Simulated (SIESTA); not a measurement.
**Energy of Tc along an even scaling of the cell**

System: Tc (Fm-3m, 1 atom in the cell).
Method: Kohn-Sham DFT of a periodic cell, PBE, PseudoDojo 0.4 standard, converted to PSML, no spin polarisation (SIESTA 5.4.2).

The 7 runs differ only in the geometry, by an even scaling of the cell at fixed fractional positions. The structure derives from an entry of the Crystallography Open Database.

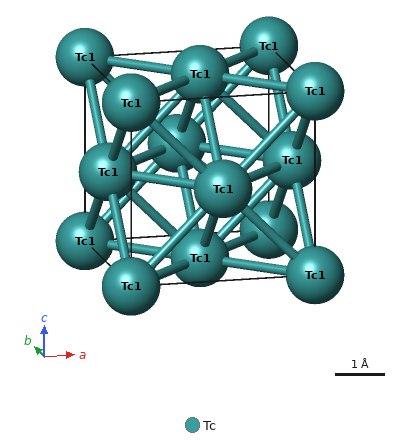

Figure 1. The structure of run 4 (ball-and-stick view of the cell 4 times as large as that of the calculation, set on its symmetry axes, seen slightly off an axis; atoms are numbered from 1 in the order of the input).

### Input of run 4
```
SystemName                      Tc
SystemLabel                     Tc
NumberOfSpecies                 1
NumberOfAtoms                   1
%block ChemicalSpeciesLabel
  1  43 Tc
%endblock ChemicalSpeciesLabel

LatticeConstant                 1.0 Ang
%block LatticeVectors
     0.0000000000     1.9500000000     1.9500000000
     1.9500000000     0.0000000000     1.9500000000
     1.9500000000     1.9500000000     0.0000000000
%endblock LatticeVectors
AtomicCoordinatesFormat         Fractional
%block AtomicCoordinatesAndAtomicSpecies
     0.0000000000     0.0000000000     0.0000000000  1  Tc
%endblock AtomicCoordinatesAndAtomicSpecies

%block kgrid.MonkhorstPack
   12   0   0  0.0
    0  12   0  0.0
    0   0  12  0.0
%endblock kgrid.MonkhorstPack
XC.Functional                   GGA
XC.Authors                      PBE
PAO.BasisSize                   DZP
PAO.EnergyShift                 0.002 Ry
Mesh.Cutoff                     800 Ry
OccupationFunction              FD
ElectronicTemperature           0.05 eV
MaxSCFIterations                120
SCF.MustConverge                false
SCF.Mixer.Method                Pulay
SCF.Mixer.Weight                0.25
SCF.Mixer.History               8
SCF.DM.Tolerance                5.0e-05
SCF.H.Tolerance                 1.0e-03 eV
WriteForces                     true
Charge.Mulliken                 end
```

Command:
```bash
siesta Tc.fdf > Tc.out 2>&1
```

Run 3 differs from it as follows:
```diff
-     0.0000000000     1.9500000000     1.9500000000
-     1.9500000000     0.0000000000     1.9500000000
-     1.9500000000     1.9500000000     0.0000000000
+     0.0000000000     1.9369123573     1.9369123573
+     1.9369123573     0.0000000000     1.9369123573
+     1.9369123573     1.9369123573     0.0000000000
```

### Results, with one run withheld

```csv
run,volume per atom (Å³),"free energy per atom, from the lowest run given (meV)",pressure (GPa)
1,13.940,34.01,16.89
2,14.237,10.15,9.01
3,14.533,?,?
4,14.830,0.00,−3.05
5,15.126,10.46,−8.45
6,15.423,30.57,−13.00
7,15.720,58.77,−17.23
```

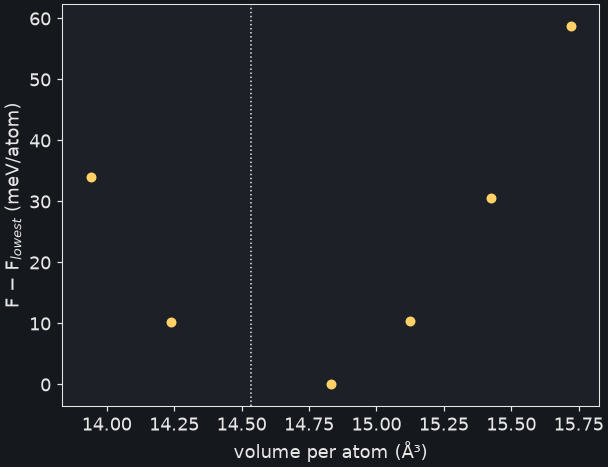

Figure 2. Free energy per atom of the runs given; the dotted line marks run 3.

What should run 3 give?

A cubic polynomial in V^(−2/3) (the Birch–Murnaghan form), fitted to the 6 runs given, misses them by at most 0.15 meV per atom. With x = V^(−2/3) − 0.16547 Å⁻², it reads F = 0.41359 − 3067.8 x + 1.068e+06 x² + 1.5578e+06 x³ (meV per atom). At run 3 it gives −0.67 meV per atom, and the run itself gives −0.57. The slope of the fit gives a pressure −dF/dV of 2.70 GPa there, and the run prints 2.64 GPa. The two needn't agree exactly: the fit is approximate, and the printed stress is taken on a finite basis. The fit has its minimum at 14.666 Å³ per atom, where V d²F/dV² gives 291 GPa: the bulk modulus at this level, since symmetry fixes the shape and the positions.

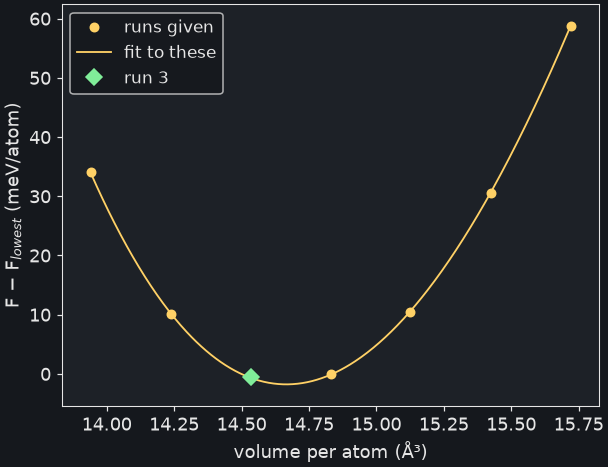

Figure 3. The fit and the withheld run.

### Some lines of the output (run 3)
```
[...]
outcell: Cell volume (Ang**3)        :     14.5332
stepf: Fermi-Dirac step function
siesta: Etot    =     -2308.117363
siesta: FreeEng =     -2308.123114
        iscf     Eharris(eV)        E_KS(eV)     FreeEng(eV)     dDmax    Ef(eV) dHmax(eV)
siesta: E_KS(eV) =            -2308.3907
siesta: E_KS - E_eggbox =     -2308.3907
siesta: Etot    =     -2308.390714
siesta: FreeEng =     -2308.400729
siesta:         Fermi =      -7.842039
siesta: Cell volume =         14.533155 Ang**3
    Orbital volume contribution        =           1.441730 eV
```

Notes: With a small basis of atomic orbitals these values can differ much from converged plane-wave results.
